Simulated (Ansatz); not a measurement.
Consider Si (slab).

Input file:

```
crystal:
  lattice:
    - [3.8677060746, 0.0, 0.0]
    - [0.0, 5.469762386, 0.0]
    - [0.0, 0.0, 29.6694192189]
  atoms:
    - { symbol: Si, position: [0.5, 0.266918791, 0.2492988674] }
    - { symbol: Si, position: [0.0, 1.0783939756, 0.2205528405] }
    - { symbol: Si, position: [0.0, 0.8543434377, 0.2895128017] }
    - { symbol: Si, position: [0.5, 0.6061739612, 0.2978469531] }
    - { symbol: Si, position: [0.5, 0.3459583207, 0.3628170699] }
    - { symbol: Si, position: [0.0, 1.0960050466, 0.3559885867] }
    - { symbol: Si, position: [0.0, 0.8503892187, 0.4193273355] }
    - { symbol: Si, position: [0.5, 0.621726589, 0.4272254157] }
basis:
  ecutwfc: 420
kpoints:
  mp_grid: { grid: [7, 5, 1] }
hamiltonian:
  xc: pbe
scf:
  occupations: { method: gaussian, width: 0.05 }
output:
  forces: true
  stress: true
  eigenvalues: true
  write_density: true
  write_potential: true
  elf: true
  volumetric_format: npy
efield:
  axis: 3
  dipole_correction: true
  ramp_width: 0.04
```

Command:

```sh
ansatz run input.yaml --threads 4 --pin off --max-ram 10240MiB --backend cpu --events-out ev --progress --plain --runs-dir out
```

Not relaxed (largest force 0.8 eV/Å).

The calculation used Ansatz 0.2.0, DFT PBE, scalar-relativistic, plane waves, PAW.

Q: What will maps of the valence pseudo-density and electron localisation function show?

A: Si–Si (2.31 Å): the density is about 0.57 e/Å³ at the midpoint; the ELF peaks at about 0.95 between the atoms.
Si–Si (2.37 Å): ρ is about 0.53 e/Å³ halfway; the ELF peaks at about 0.95 between the atoms.
Si–Si (2.38 Å): the density is about 0.49 e/Å³ at the midpoint; the ELF peaks at about 0.90 between the atoms.

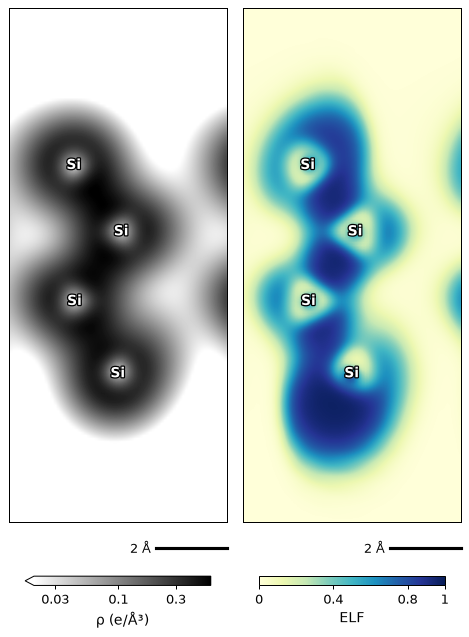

Computed valence pseudo-density and electron localisation function on the (100) plane of the calculation cell, a cut from vacuum to vacuum, in this order. 
